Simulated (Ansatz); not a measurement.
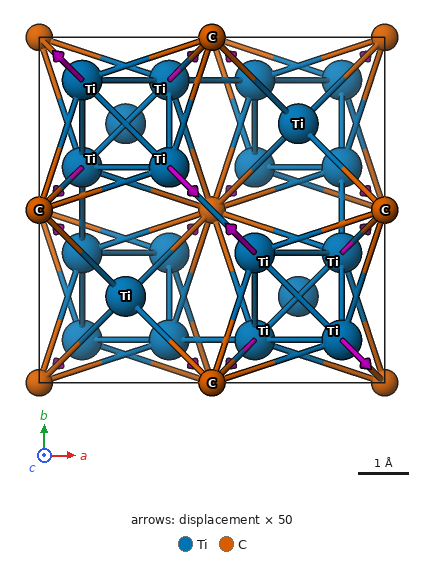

This is a relaxation of solid Ti5C (a generated structure, set up in F-43m) (coarse preliminary run). The starting structure is drawn; purple arrows show the displacements (the part carried along by the change of the cell is left out), magnified 50 times.

Style: ball-and-stick. Shown: the conventional cell (4 times the calculation's cell), along the c axis. Lengths and directions refer to the drawn axes.

The calculation used DFT PBE, scalar-relativistic, plane waves, PAW in Ansatz. Settings: plane-wave cutoff 420 eV; k-point mesh 4 × 4 × 4; occupations gaussian; smearing width 0.1 eV; no spin polarisation; cell and atoms relaxed; force threshold 0.04 eV/Å; at most 70 steps.

### What happened in the run?

The largest moves relative to the cell, 0.021 Å, are those of Ti atoms. C stays in place. The drawn cell changes as follows: a = b = c 7.017 → 7.244 Å (+3.2 %); the volume changes by +10.0 %. Near-neighbour distances that change, for instance: Ti–Ti 2.501 → 2.617 Å, C–Ti 3.039 → 3.137 Å, C–Ti 2.911 → 3.009 Å, Ti–Ti 2.907 → 2.998 Å. The space group stays F-43m (No. 216). Over 3 accepted moves (4 points after the start) the energy falls by 42.6 meV per atom. The largest force component goes from 0.27 to 0.024 eV/Å. Pressure: 9.33 GPa at the start and 0.22 GPa at the end. At 1 point the geometry stayed and the basis and grid were re-selected for the new cell (energy shift of 0.9 meV per atom at most each time). The run took 30 s on 1 thread of Intel(R) Xeon(R) Processor @ 2.50GHz (Skylake/Cascade Lake), on a shared host, peak memory 0.36 GiB.
